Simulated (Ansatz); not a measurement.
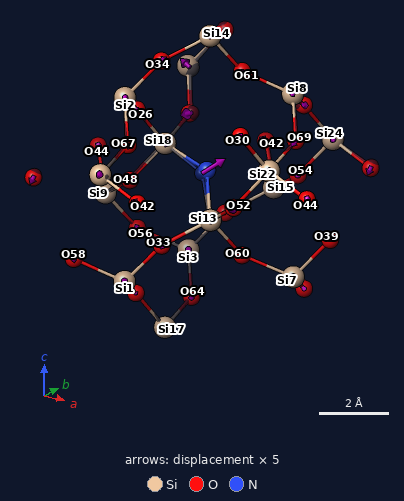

A relaxation of a defect cell of composition Si$_{24}$O$_{47}$N. The starting structure is drawn faded, the final one solid; purple arrows show the displacements, 5 times their true length.

The picture is a ball-and-stick view of the atoms within 5.0 Å of the atom that moves most (axes of the cell of the calculation (origin shifted)), seen slightly off an axis.

The calculation used Ansatz, DFT, PBEsol, PAW, plane waves. (plane-wave cutoff 420 eV; k-point mesh 1 × 1 × 1; mesh shifted by (0.25, 0.25, 0.25); collinear spin; atoms relaxed in a fixed cell; force threshold 0.03 eV/Å; at most 80 steps)

### Which element moves most?

Nitrogen: up to 0.18 Å, against 0.10 Å for oxygen.

### What happened in the run?

After 4 geometry steps the energy has fallen by 1.465 eV per cell of the calculation. Largest force component: 2.7 eV/Å at the start, 0.024 eV/Å at the end. The largest move is that of the N atom, 0.18 Å roughly along [3 2 2]. By element the largest moves are N 0.18 Å, O 0.10 Å, Si 0.09 Å. The cell stays as it was. Some distances before and after: O–Si 1.707 → 1.621 Å, N–Si 1.637 → 1.705 Å, O–Si 1.678 → 1.619 Å, O–Si 1.574 → 1.627 Å. Bond angles that change, for instance: Si–N–Si 144.4° → 135.1°, O–Si–N 106.4° → 111.7°, Si–O–Si 144.5° → 140.0°.
